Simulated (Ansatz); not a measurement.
Consider Al5O8 (cell charge −3, with a compensating background) (cell with a defect).

The calculation's input:

```
crystal:
  lattice:
    - [-4.7738611797, -2.7561900372, 4.3382851415]
    - [4.7738611797, -2.7561900372, 4.3382851415]
    - [0.0, 5.5123800743, 4.3382851415]
  atoms:
    - { symbol: Al, position: [0.6475825886, 0.6452934653, 0.1509312806] }
    - { symbol: Al, position: [0.6457108329, 0.1507785491, 0.6473244515] }
    - { symbol: Al, position: [0.1511943405, 0.6471715339, 0.6454542084] }
    - { symbol: Al, position: [0.33551308, 0.335097587, 0.3352526725] }
    - { symbol: Al, position: [0.8516159075, 0.8512395145, 0.3533339911] }
    - { symbol: Al, position: [0.8516521208, 0.3531844262, 0.8513574442] }
    - { symbol: Al, position: [0.3535975532, 0.8512023858, 0.8513899074] }
    - { symbol: Al, position: [0.6460389969, 0.6456216712, 0.6457783412] }
    - { symbol: Al, position: [0.1477097599, 0.1454449692, 0.6501093204] }
    - { symbol: Al, position: [0.1458632452, 0.6499555797, 0.1474479809] }
    - { symbol: Al, position: [0.6503702287, 0.1472935587, 0.1456015804] }
    - { symbol: Al, position: [0.8519098076, 0.8514952108, 0.8516497198] }
    - { symbol: Al, position: [0.3431613359, 0.3474390069, 0.8634207859] }
    - { symbol: Al, position: [0.3478546681, 0.8632689999, 0.3429007097] }
    - { symbol: Al, position: [0.8636853523, 0.342747053, 0.347594366] }
    - { symbol: O, position: [0.4025078419, 0.5959523544, 0.7504627107] }
    - { symbol: O, position: [0.9022338465, 0.0971033965, 0.7538349302] }
    - { symbol: O, position: [0.9006409858, 0.5931867176, 0.2493669765] }
    - { symbol: O, position: [0.4188544707, 0.0949510604, 0.2567052087], spin: 0.333 }
    - { symbol: O, position: [0.4032633705, 0.2511943217, 0.5940232594] }
    - { symbol: O, position: [0.902741954, 0.747374363, 0.5984905242] }
    - { symbol: O, position: [0.8827741281, 0.2631630824, 0.0950324851], spin: 0.333 }
    - { symbol: O, position: [0.4069546114, 0.75596323, 0.0955888914] }
    - { symbol: O, position: [0.5963686101, 0.7503091316, 0.4022468996] }
    - { symbol: O, position: [0.0957651615, 0.2578380395, 0.4203819321], spin: 0.333 }
    - { symbol: O, position: [0.0975209199, 0.7536815671, 0.9019699997] }
    - { symbol: O, position: [0.5936027759, 0.2492153588, 0.9003794342] }
    - { symbol: O, position: [0.7507257122, 0.4020917248, 0.596106995] }
    - { symbol: O, position: [0.2496318528, 0.9002262669, 0.593340196] }
    - { symbol: O, position: [0.2583642589, 0.4180499571, 0.0954957781], spin: 0.333 }
    - { symbol: O, position: [0.7540969852, 0.9018167255, 0.0972615032] }
    - { symbol: O, position: [0.2516058765, 0.5938695263, 0.4030030304] }
    - { symbol: O, position: [0.7563795303, 0.0954347375, 0.4066945013] }
    - { symbol: O, position: [0.7477900902, 0.5983416829, 0.9024782384] }
    - { symbol: O, position: [0.2632756896, 0.0954881731, 0.8837156414], spin: 0.333 }
    - { symbol: O, position: [0.5942806733, 0.4028489926, 0.2513470798] }
    - { symbol: O, position: [0.0977647367, 0.8810730653, 0.2615537943], spin: 0.333 }
    - { symbol: O, position: [0.0958483866, 0.4065398073, 0.7561148192] }
    - { symbol: O, position: [0.5987550148, 0.902325001, 0.7475279915] }
  host:
    lattice:
      - [2.3869305898, 1.3780950186, 4.3382851415]
      - [-2.3869305898, 1.3780950186, 4.3382851415]
      - [0.0, -2.7561900372, 4.3382851415]
    atoms:
      - { symbol: Al, position: [0.1479209717, 0.1479209717, 0.1479209717] }
      - { symbol: Al, position: [0.3520790283, 0.3520790283, 0.3520790283] }
      - { symbol: Al, position: [0.6479209717, 0.6479209717, 0.6479209717] }
      - { symbol: Al, position: [0.8520790283, 0.8520790283, 0.8520790283] }
      - { symbol: O, position: [0.9441401455, 0.5558598545, 0.25] }
      - { symbol: O, position: [0.4441401455, 0.75, 0.0558598545] }
      - { symbol: O, position: [0.5558598545, 0.25, 0.9441401455] }
      - { symbol: O, position: [0.25, 0.9441401455, 0.5558598545] }
      - { symbol: O, position: [0.75, 0.0558598545, 0.4441401455] }
      - { symbol: O, position: [0.0558598545, 0.4441401455, 0.75] }
total_charge: -3
basis:
  ecutwfc: 420
  xc_grid: 2
kpoints:
  mp_grid: { grid: [2, 2, 2], shift: [0.5, 0.5, 0.5] }
hamiltonian:
  xc: pbesol
scf:
  occupations: { method: gaussian, width: 0.02 }
  lower_state_search: "off"
output:
  forces: true
  stress: false
  eigenvalues: true
  populations: true
  charged_corrections:
    defect_position: [0.14792097, 0.14792097, 0.14792097]
    epsilon: [[9.717, 0.0, 0.0], [0.0, 9.717, 0.0], [0.0, 0.0, 11.8055]]
  write_density: true
  write_potential: true
  elf: true
  volumetric_format: npy
magnetization:
  spin_polarized: true
relax:
  adjacent_minimum: "off"
  f_tol: 0.03
  max_steps: 40
```

Command:

```sh
ansatz run input.yaml --threads 8 --pin off --max-ram 16384MiB --backend cpu --events-out ev --progress --plain --runs-dir out
```

The fields are those of the run's last geometry, not of the input's.

The program warned that a starting moment wasn't kept; spin-polarised, but the moments vanished.

Level of theory: Ansatz, DFT PBEsol, scalar-relativistic, plane waves, PAW.

Predict the valence pseudo-density and electron localisation function between the atoms.

Answer. Al–O (1.78 Å): ρ at the midpoint is about 0.76 e/Å³; the ELF peaks at about 0.85 in the valence shell of O, 0.7 Å from its nucleus, and is about 0.85 at the midpoint.
Al–O (1.85 Å): the density is about 0.66 e/Å³ at the midpoint; the ELF peaks at about 0.85 in the valence shell of O, 0.7 Å from its nucleus, and is about 0.80 at the midpoint.
Al–O (1.86 Å): ρ at the midpoint is about 0.64 e/Å³; the ELF peaks at about 0.85 in the valence shell of O, 0.7 Å from its nucleus, and is about 0.80 at the midpoint.
Al–O (1.91 Å): the density is about 0.58 e/Å³ at the midpoint; the ELF peaks at about 0.85 in the valence shell of O, 0.7 Å from its nucleus, and is about 0.80 at the midpoint.

Metal or insulator at this level of theory?

Answer. It is gapped, with a Kohn–Sham gap of 6.4 eV on the k-point mesh (the band edges may lie off the mesh, which would make the gap smaller).

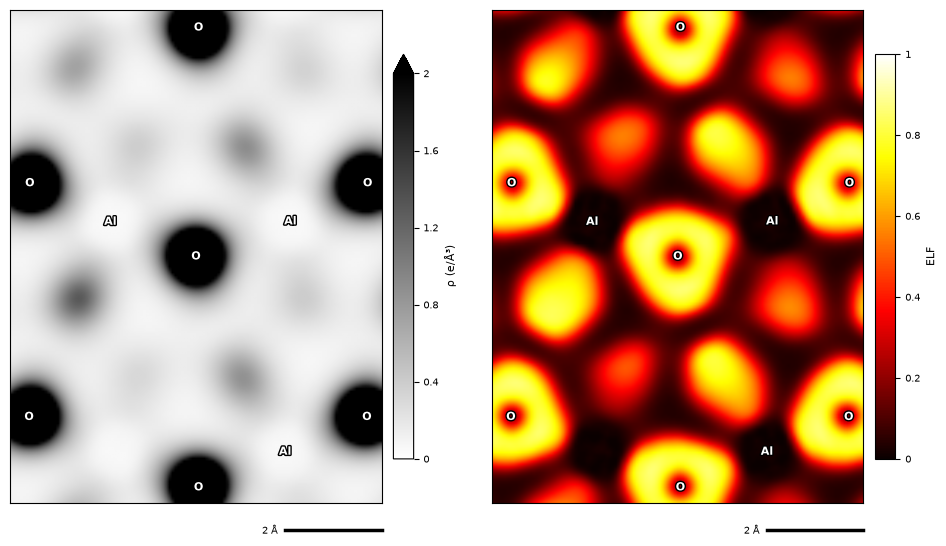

Computed valence pseudo-density and electron localisation function on the (101) plane of the calculation cell, in this order. Atoms just off the plane (Al, 0.3 Å away and O, 0.7 Å away) can leave unmarked features too.
